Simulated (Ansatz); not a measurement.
Given this structure:

```
Ga
1.0
     2.89149    0.00000    0.00000
    -1.44574    2.50410    0.00000
     0.00000    0.00000    4.68834
Ga
2
Direct
  0.66667 0.33333 0.75000
  0.33333 0.66667 0.25000
```

**What crystal do these data define?**

The element is gallium. The space group is P6_3/mmc (No. 194); the lattice is primitive hexagonal. Type of structure: hexagonal close-packed (Mg type). The cell holds two atoms. The Ga atoms are each bonded to twelve Ga in an anticuboctahedral arrangement at 2.88 to 2.89 Å. The bonds build a three-dimensional framework.

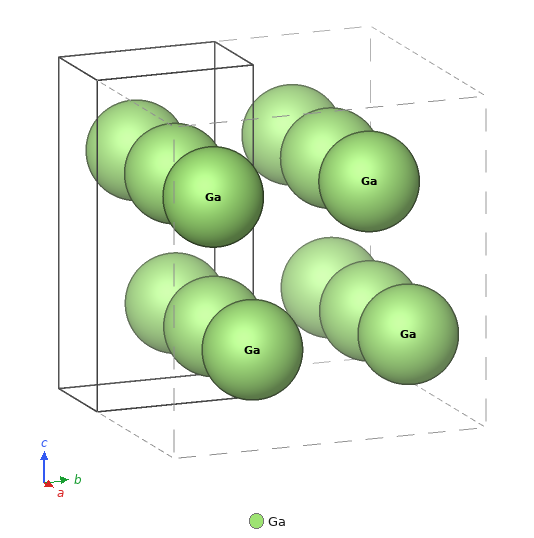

A spheres-only rendering, viewed slightly off an axis. The drawing covers 3×2×1 cells, and the solid lines enclose one conventional unit cell. Colours: gallium green.

Origin of the cell: a structure listed in the Materials Project, with elements exchanged, so it need not be a known form of the compound. What is shown is the relaxed result from DFT PBEsol+D3(BJ), scalar-relativistic, plane waves, PAW in Ansatz 0.2.0.
